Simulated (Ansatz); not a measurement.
# Nudged elastic band, with input and output: Sr27Ti27O80 (charge +2) (part 1 of 4)

- system: Sr27Ti27O80 (defect cell, 134 atoms in the cell, total charge +2)
- method: DFT, PBEsol, PAW, plane waves (Ansatz 0.2.0)

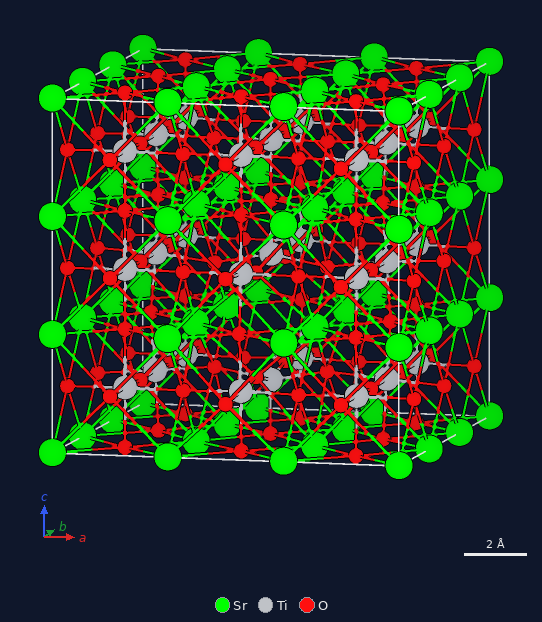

**Figure 1.** The starting structure (ball-and-stick view of the cell of the calculation, seen slightly off an axis).

**Results in brief**

| quantity | value |
| --- | --- |
| outcome | converged |
| barrier, forward | 0.417 eV |
| barrier, backward | 0.417 eV |
| electrons treated | 1072 |
| hardware | 1 × NVIDIA GB300 Max-Q, 32 threads of Arm Neoverse-V2, 180 GiB of memory available, shared host |
| wall time | 1.8 min (CPU time 5 min) |
| peak memory | 3.8 GiB |

**Notes**

The k-point mesh is coarse for a cell of this size, so the results may not be converged.

**Input**
```yaml
crystal:
  lattice:
    - [11.674231, 0.000000, 0.000000]
    - [0.000000, 11.674231, 0.000000]
    - [0.000000, 0.000000, 11.674231]
  atoms:
    - { symbol: Sr, position: [0.000756, 0.999624, 0.001489] }
    - { symbol: Sr, position: [0.000727, 0.999617, 0.334753] }
    - { symbol: Sr, position: [0.000763, 0.999626, 0.667678] }
    - { symbol: Sr, position: [0.000888, 0.332444, 0.001657] }
    - { symbol: Sr, position: [0.000601, 0.332071, 0.335029] }
    - { symbol: Sr, position: [0.001063, 0.332687, 0.667809] }
    - { symbol: Sr, position: [0.000873, 0.666606, 0.001600] }
    - { symbol: Sr, position: [0.000572, 0.667152, 0.335029] }
    - { symbol: Sr, position: [0.001037, 0.666303, 0.667844] }
    - { symbol: Sr, position: [0.333790, 0.999352, 0.001596] }
    - { symbol: Sr, position: [0.333173, 0.999653, 0.335074] }
    - { symbol: Sr, position: [0.334048, 0.999397, 0.667867] }
    - { symbol: Sr, position: [0.329798, 0.328391, 0.999515] }
    - { symbol: Sr, position: [0.328066, 0.326662, 0.333921] }
    - { symbol: Sr, position: [0.329975, 0.328662, 0.669487] }
    - { symbol: Sr, position: [0.329767, 0.670529, 0.999529] }
    - { symbol: Sr, position: [0.327405, 0.672809, 0.334016] }
    - { symbol: Sr, position: [0.329882, 0.670419, 0.669668] }
    - { symbol: Sr, position: [0.667936, 0.999337, 0.001687] }
    - { symbol: Sr, position: [0.668261, 0.999643, 0.335086] }
    - { symbol: Sr, position: [0.667667, 0.999395, 0.667861] }
    - { symbol: Sr, position: [0.671752, 0.328551, 0.999541] }
    - { symbol: Sr, position: [0.673009, 0.327252, 0.334041] }
    - { symbol: Sr, position: [0.671719, 0.328639, 0.669472] }
    - { symbol: Sr, position: [0.671799, 0.670385, 0.999667] }
    - { symbol: Sr, position: [0.673581, 0.672196, 0.334174] }
    - { symbol: Sr, position: [0.671802, 0.670454, 0.669647] }
    - { symbol: Ti, position: [0.167196, 0.165561, 0.168086] }
    - { symbol: Ti, position: [0.167287, 0.165609, 0.501915] }
    - { symbol: Ti, position: [0.166948, 0.165153, 0.834963] }
    - { symbol: Ti, position: [0.166666, 0.499453, 0.169979] }
    - { symbol: Ti, position: [0.167815, 0.499405, 0.500844] }
    - { symbol: Ti, position: [0.169541, 0.499382, 0.835555] }
    - { symbol: Ti, position: [0.167091, 0.833322, 0.167994] }
    - { symbol: Ti, position: [0.167175, 0.833243, 0.501930] }
    - { symbol: Ti, position: [0.166869, 0.833592, 0.834926] }
    - { symbol: Ti, position: [0.501008, 0.164989, 0.169803] }
    - { symbol: Ti, position: [0.501025, 0.165898, 0.501148] }
    - { symbol: Ti, position: [0.501092, 0.166657, 0.835552] }
    - { symbol: Ti, position: [0.500289, 0.499533, 0.155660] }
    - { symbol: Ti, position: [0.500807, 0.499818, 0.510306] }
    - { symbol: Ti, position: [0.501444, 0.498958, 0.833144] }
    - { symbol: Ti, position: [0.500963, 0.833069, 0.170179] }
    - { symbol: Ti, position: [0.500983, 0.832863, 0.501073] }
    - { symbol: Ti, position: [0.501054, 0.830897, 0.835730] }
    - { symbol: Ti, position: [0.834792, 0.165629, 0.168136] }
    - { symbol: Ti, position: [0.834793, 0.165686, 0.501920] }
    - { symbol: Ti, position: [0.835329, 0.165175, 0.834989] }
    - { symbol: Ti, position: [0.834733, 0.499429, 0.169846] }
    - { symbol: Ti, position: [0.834777, 0.499406, 0.501219] }
    - { symbol: Ti, position: [0.833801, 0.499376, 0.835578] }
    - { symbol: Ti, position: [0.834836, 0.833237, 0.168187] }
    - { symbol: Ti, position: [0.834831, 0.833198, 0.502019] }
    - { symbol: Ti, position: [0.835307, 0.833559, 0.835054] }
    - { symbol: O, position: [0.166370, 0.167124, 0.999102] }
    - { symbol: O, position: [0.166647, 0.167101, 0.332452] }
    - { symbol: O, position: [0.166156, 0.167106, 0.666047] }
    - { symbol: O, position: [0.176060, 0.500406, 0.999839] }
    - { symbol: O, position: [0.154069, 0.500452, 0.332618] }
    - { symbol: O, position: [0.175663, 0.500350, 0.664884] }
    - { symbol: O, position: [0.166494, 0.833652, 0.999094] }
    - { symbol: O, position: [0.166512, 0.833535, 0.332482] }
    - { symbol: O, position: [0.166338, 0.833704, 0.666078] }
    - { symbol: O, position: [0.499731, 0.176312, 0.999519] }
    - { symbol: O, position: [0.499649, 0.154863, 0.332527] }
    - { symbol: O, position: [0.499692, 0.176557, 0.665107] }
    - { symbol: O, position: [0.499021, 0.500171, 0.002901] }
    - { symbol: O, position: [0.500393, 0.500658, 0.662777] }
    - { symbol: O, position: [0.499726, 0.824707, 0.999803] }
    - { symbol: O, position: [0.499647, 0.846091, 0.332457] }
    - { symbol: O, position: [0.499664, 0.823876, 0.664850] }
    - { symbol: O, position: [0.833056, 0.167014, 0.999088] }
    - { symbol: O, position: [0.832848, 0.167211, 0.332429] }
    - { symbol: O, position: [0.833180, 0.166845, 0.665991] }
    - { symbol: O, position: [0.824277, 0.500407, 0.999585] }
    - { symbol: O, position: [0.845244, 0.500382, 0.332437] }
    - { symbol: O, position: [0.823206, 0.500323, 0.665199] }
    - { symbol: O, position: [0.832909, 0.833667, 0.999063] }
    - { symbol: O, position: [0.832992, 0.833413, 0.332445] }
    - { symbol: O, position: [0.832997, 0.833881, 0.666005] }
    - { symbol: O, position: [0.999902, 0.167439, 0.165658] }
    - { symbol: O, position: [0.999804, 0.167300, 0.498863] }
    - { symbol: O, position: [0.999804, 0.167056, 0.832443] }
    - { symbol: O, position: [0.000066, 0.500286, 0.156260] }
    - { symbol: O, position: [0.999593, 0.500201, 0.508788] }
    - { symbol: O, position: [0.999779, 0.500389, 0.832378] }
    - { symbol: O, position: [0.999904, 0.833574, 0.165494] }
    - { symbol: O, position: [0.999802, 0.833563, 0.499027] }
    - { symbol: O, position: [0.999813, 0.833968, 0.832407] }
    - { symbol: O, position: [0.333514, 0.167699, 0.164926] }
    - { symbol: O, position: [0.333331, 0.167520, 0.499685] }
    - { symbol: O, position: [0.333174, 0.167325, 0.832285] }
    - { symbol: O, position: [0.337624, 0.500702, 0.186024] }
    - { symbol: O, position: [0.337293, 0.500478, 0.480282] }
    - { symbol: O, position: [0.335583, 0.500720, 0.831849] }
    - { symbol: O, position: [0.333507, 0.833140, 0.165064] }
    - { symbol: O, position: [0.333328, 0.833068, 0.499539] }
    - { symbol: O, position: [0.333250, 0.833606, 0.832311] }
    - { symbol: O, position: [0.666139, 0.167863, 0.164989] }
    - { symbol: O, position: [0.666104, 0.167609, 0.499581] }
    - { symbol: O, position: [0.666261, 0.167590, 0.832288] }
    - { symbol: O, position: [0.662138, 0.500714, 0.184579] }
    - { symbol: O, position: [0.661845, 0.500449, 0.479635] }
    - { symbol: O, position: [0.663781, 0.500683, 0.833153] }
    - { symbol: O, position: [0.666146, 0.832947, 0.165172] }
    - { symbol: O, position: [0.666111, 0.832979, 0.499381] }
    - { symbol: O, position: [0.666185, 0.833364, 0.832271] }
    - { symbol: O, position: [0.166750, 0.000339, 0.165594] }
    - { symbol: O, position: [0.166637, 0.000309, 0.499103] }
    - { symbol: O, position: [0.166138, 0.000346, 0.832433] }
    - { symbol: O, position: [0.167470, 0.334102, 0.165207] }
    - { symbol: O, position: [0.167066, 0.333963, 0.499426] }
    - { symbol: O, position: [0.166773, 0.333940, 0.832442] }
    - { symbol: O, position: [0.167261, 0.666711, 0.165104] }
    - { symbol: O, position: [0.166852, 0.666736, 0.499607] }
    - { symbol: O, position: [0.166609, 0.666886, 0.832402] }
    - { symbol: O, position: [0.499989, 0.000466, 0.156253] }
    - { symbol: O, position: [0.499799, 0.000257, 0.508826] }
    - { symbol: O, position: [0.499792, 0.000422, 0.832243] }
    - { symbol: O, position: [0.499820, 0.338298, 0.185356] }
    - { symbol: O, position: [0.499500, 0.338157, 0.480275] }
    - { symbol: O, position: [0.499388, 0.336396, 0.832345] }
    - { symbol: O, position: [0.499797, 0.662842, 0.185171] }
    - { symbol: O, position: [0.499495, 0.662625, 0.479392] }
    - { symbol: O, position: [0.499413, 0.664589, 0.832828] }
    - { symbol: O, position: [0.832924, 0.000319, 0.165673] }
    - { symbol: O, position: [0.832761, 0.000289, 0.498880] }
    - { symbol: O, position: [0.833062, 0.000325, 0.832468] }
    - { symbol: O, position: [0.832508, 0.334078, 0.164988] }
    - { symbol: O, position: [0.832376, 0.333918, 0.499657] }
    - { symbol: O, position: [0.832632, 0.333857, 0.832347] }
    - { symbol: O, position: [0.832744, 0.666707, 0.164994] }
    - { symbol: O, position: [0.832604, 0.666736, 0.499716] }
    - { symbol: O, position: [0.832768, 0.666935, 0.832266] }
  symmetry: { detect: false }
kpoints:
  mp_grid: { grid: [1, 1, 1], shift: [0.25, 0.25, 0.25] }
hamiltonian:
  xc: pbesol
total_charge: 2
scf:
  occupations: { method: fermi_dirac, width: 0.01 }
neb:
  images: 5
  f_tol: 0.06
  max_iterations: 90
  relax_end_points: true
  final_atoms:
    - { symbol: Sr, position: [0.000756, 0.999624, 0.001489] }
    - { symbol: Sr, position: [0.000727, 0.999617, 0.334753] }
    - { symbol: Sr, position: [0.000763, 0.999626, 0.667678] }
    - { symbol: Sr, position: [0.000888, 0.332444, 0.001657] }
    - { symbol: Sr, position: [0.000601, 0.332071, 0.335029] }
    - { symbol: Sr, position: [0.001063, 0.332687, 0.667809] }
    - { symbol: Sr, position: [0.000873, 0.666606, 0.001600] }
    - { symbol: Sr, position: [0.000572, 0.667152, 0.335029] }
    - { symbol: Sr, position: [0.001037, 0.666303, 0.667844] }
    - { symbol: Sr, position: [0.333790, 0.999352, 0.001596] }
    - { symbol: Sr, position: [0.333173, 0.999653, 0.335074] }
    - { symbol: Sr, position: [0.334048, 0.999397, 0.667867] }
    - { symbol: Sr, position: [0.329798, 0.328391, 0.999515] }
    - { symbol: Sr, position: [0.328066, 0.326662, 0.333921] }
    - { symbol: Sr, position: [0.329975, 0.328662, 0.669487] }
    - { symbol: Sr, position: [0.329767, 0.670529, 0.999529] }
    - { symbol: Sr, position: [0.327405, 0.672809, 0.334016] }
    - { symbol: Sr, position: [0.329882, 0.670419, 0.669668] }
    - { symbol: Sr, position: [0.667936, 0.999337, 0.001687] }
    - { symbol: Sr, position: [0.668261, 0.999643, 0.335086] }
    - { symbol: Sr, position: [0.667667, 0.999395, 0.667861] }
    - { symbol: Sr, position: [0.671752, 0.328551, 0.999541] }
    - { symbol: Sr, position: [0.673009, 0.327252, 0.334041] }
    - { symbol: Sr, position: [0.671719, 0.328639, 0.669472] }
    - { symbol: Sr, position: [0.671799, 0.670385, 0.999667] }
    - { symbol: Sr, position: [0.673581, 0.672196, 0.334174] }
    - { symbol: Sr, position: [0.671802, 0.670454, 0.669647] }
    - { symbol: Ti, position: [0.167196, 0.165561, 0.168086] }
    - { symbol: Ti, position: [0.167287, 0.165609, 0.501915] }
    - { symbol: Ti, position: [0.166948, 0.165153, 0.834963] }
    - { symbol: Ti, position: [0.166666, 0.499453, 0.169979] }
    - { symbol: Ti, position: [0.167815, 0.499405, 0.500844] }
    - { symbol: Ti, position: [0.169541, 0.499382, 0.835555] }
    - { symbol: Ti, position: [0.167091, 0.833322, 0.167994] }
    - { symbol: Ti, position: [0.167175, 0.833243, 0.501930] }
    - { symbol: Ti, position: [0.166869, 0.833592, 0.834926] }
    - { symbol: Ti, position: [0.501008, 0.164989, 0.169803] }
    - { symbol: Ti, position: [0.501025, 0.165898, 0.501148] }
    - { symbol: Ti, position: [0.501092, 0.166657, 0.835552] }
    - { symbol: Ti, position: [0.500289, 0.499533, 0.155660] }
    - { symbol: Ti, position: [0.500807, 0.499818, 0.510306] }
    - { symbol: Ti, position: [0.501444, 0.498958, 0.833144] }
    - { symbol: Ti, position: [0.500963, 0.833069, 0.170179] }
    - { symbol: Ti, position: [0.500983, 0.832863, 0.501073] }
    - { symbol: Ti, position: [0.501054, 0.830897, 0.835730] }
    - { symbol: Ti, position: [0.834792, 0.165629, 0.168136] }
    - { symbol: Ti, position: [0.834793, 0.165686, 0.501920] }
    - { symbol: Ti, position: [0.835329, 0.165175, 0.834989] }
    - { symbol: Ti, position: [0.834733, 0.499429, 0.169846] }
    - { symbol: Ti, position: [0.834777, 0.499406, 0.501219] }
    - { symbol: Ti, position: [0.833801, 0.499376, 0.835578] }
    - { symbol: Ti, position: [0.834836, 0.833237, 0.168187] }
    - { symbol: Ti, position: [0.834831, 0.833198, 0.502019] }
    - { symbol: Ti, position: [0.835307, 0.833559, 0.835054] }
    - { symbol: O, position: [0.166370, 0.167124, 0.999102] }
    - { symbol: O, position: [0.166647, 0.167101, 0.332452] }
    - { symbol: O, position: [0.166156, 0.167106, 0.666047] }
    - { symbol: O, position: [0.176060, 0.500406, 0.999839] }
    - { symbol: O, position: [0.154069, 0.500452, 0.332618] }
    - { symbol: O, position: [0.175663, 0.500350, 0.664884] }
    - { symbol: O, position: [0.166494, 0.833652, 0.999094] }
    - { symbol: O, position: [0.166512, 0.833535, 0.332482] }
    - { symbol: O, position: [0.166338, 0.833704, 0.666078] }
    - { symbol: O, position: [0.499731, 0.176312, 0.999519] }
    - { symbol: O, position: [0.499649, 0.154863, 0.332527] }
    - { symbol: O, position: [0.499692, 0.176557, 0.665107] }
    - { symbol: O, position: [0.499021, 0.500171, 0.002901] }
    - { symbol: O, position: [0.500393, 0.500658, 0.662777] }
    - { symbol: O, position: [0.499726, 0.824707, 0.999803] }
    - { symbol: O, position: [0.499647, 0.846091, 0.332457] }
    - { symbol: O, position: [0.499664, 0.823876, 0.664850] }
    - { symbol: O, position: [0.833056, 0.167014, 0.999088] }
    - { symbol: O, position: [0.832848, 0.167211, 0.332429] }
    - { symbol: O, position: [0.833180, 0.166845, 0.665991] }
    - { symbol: O, position: [0.824277, 0.500407, 0.999585] }
    - { symbol: O, position: [0.845244, 0.500382, 0.332437] }
    - { symbol: O, position: [0.823206, 0.500323, 0.665199] }
    - { symbol: O, position: [0.832909, 0.833667, 0.999063] }
    - { symbol: O, position: [0.832992, 0.833413, 0.332445] }
    - { symbol: O, position: [0.832997, 0.833881, 0.666005] }
    - { symbol: O, position: [0.999902, 0.167439, 0.165658] }
    - { symbol: O, position: [0.999804, 0.167300, 0.498863] }
    - { symbol: O, position: [0.999804, 0.167056, 0.832443] }
    - { symbol: O, position: [0.000066, 0.500286, 0.156260] }
    - { symbol: O, position: [0.999593, 0.500201, 0.508788] }
    - { symbol: O, position: [0.999779, 0.500389, 0.832378] }
    - { symbol: O, position: [0.999904, 0.833574, 0.165494] }
    - { symbol: O, position: [0.999802, 0.833563, 0.499027] }
    - { symbol: O, position: [0.999813, 0.833968, 0.832407] }
    - { symbol: O, position: [0.333514, 0.167699, 0.164926] }
    - { symbol: O, position: [0.333331, 0.167520, 0.499685] }
    - { symbol: O, position: [0.333174, 0.167325, 0.832285] }
    - { symbol: O, position: [0.337624, 0.500702, 0.186024] }
    - { symbol: O, position: [0.337293, 0.500478, 0.480282] }
    - { symbol: O, position: [0.335583, 0.500720, 0.831849] }
    - { symbol: O, position: [0.333507, 0.833140, 0.165064] }
    - { symbol: O, position: [0.333328, 0.833068, 0.499539] }
    - { symbol: O, position: [0.333250, 0.833606, 0.832311] }
    - { symbol: O, position: [0.666139, 0.167863, 0.164989] }
    - { symbol: O, position: [0.666104, 0.167609, 0.499581] }
    - { symbol: O, position: [0.666261, 0.167590, 0.832288] }
    - { symbol: O, position: [0.662138, 0.500714, 0.184579] }
    - { symbol: O, position: [0.500000, 0.500000, 0.333330] }
    - { symbol: O, position: [0.663781, 0.500683, 0.833153] }
    - { symbol: O, position: [0.666146, 0.832947, 0.165172] }
    - { symbol: O, position: [0.666111, 0.832979, 0.499381] }
    - { symbol: O, position: [0.666185, 0.833364, 0.832271] }
    - { symbol: O, position: [0.166750, 0.000339, 0.165594] }
    - { symbol: O, position: [0.166637, 0.000309, 0.499103] }
    - { symbol: O, position: [0.166138, 0.000346, 0.832433] }
    - { symbol: O, position: [0.167470, 0.334102, 0.165207] }
    - { symbol: O, position: [0.167066, 0.333963, 0.499426] }
    - { symbol: O, position: [0.166773, 0.333940, 0.832442] }
    - { symbol: O, position: [0.167261, 0.666711, 0.165104] }
    - { symbol: O, position: [0.166852, 0.666736, 0.499607] }
    - { symbol: O, position: [0.166609, 0.666886, 0.832402] }
    - { symbol: O, position: [0.499989, 0.000466, 0.156253] }
    - { symbol: O, position: [0.499799, 0.000257, 0.508826] }
    - { symbol: O, position: [0.499792, 0.000422, 0.832243] }
    - { symbol: O, position: [0.499820, 0.338298, 0.185356] }
    - { symbol: O, position: [0.499500, 0.338157, 0.480275] }
    - { symbol: O, position: [0.499388, 0.336396, 0.832345] }
    - { symbol: O, position: [0.499797, 0.662842, 0.185171] }
    - { symbol: O, position: [0.499495, 0.662625, 0.479392] }
    - { symbol: O, position: [0.499413, 0.664589, 0.832828] }
    - { symbol: O, position: [0.832924, 0.000319, 0.165673] }
    - { symbol: O, position: [0.832761, 0.000289, 0.498880] }
    - { symbol: O, position: [0.833062, 0.000325, 0.832468] }
    - { symbol: O, position: [0.832508, 0.334078, 0.164988] }
    - { symbol: O, position: [0.832376, 0.333918, 0.499657] }
    - { symbol: O, position: [0.832632, 0.333857, 0.832347] }
    - { symbol: O, position: [0.832744, 0.666707, 0.164994] }
    - { symbol: O, position: [0.832604, 0.666736, 0.499716] }
    - { symbol: O, position: [0.832768, 0.666935, 0.832266] }
```

Run as:
```bash
ansatz run in.yaml --threads 32 --pin off --max-ram 171000MiB --runs-dir r --events-out ev --progress --plain --backend cuda --devices 0,
```

**Log**
```
Pseudopotentials: kind: paw
Functional definition: PBEsol
  exchange = pbesol_x
  correlation = pbesol_c
parallel-image band execution: 3 concurrent image workers
NEB image 0
Crystal: 134 atoms, lattice volume = 1591.054 Å³
Basis set: ecut = 420 eV, 31103 PW (Γ), exchange–correlation on 160×160×160 points (8 copies of the dense FFT grid, shifted against one another)
Bands: 670, of which v1, the nominal top of the filled ones, is band 536 counted from 1 (535 counted from 0)
Symmetry: 1 space group operations
```
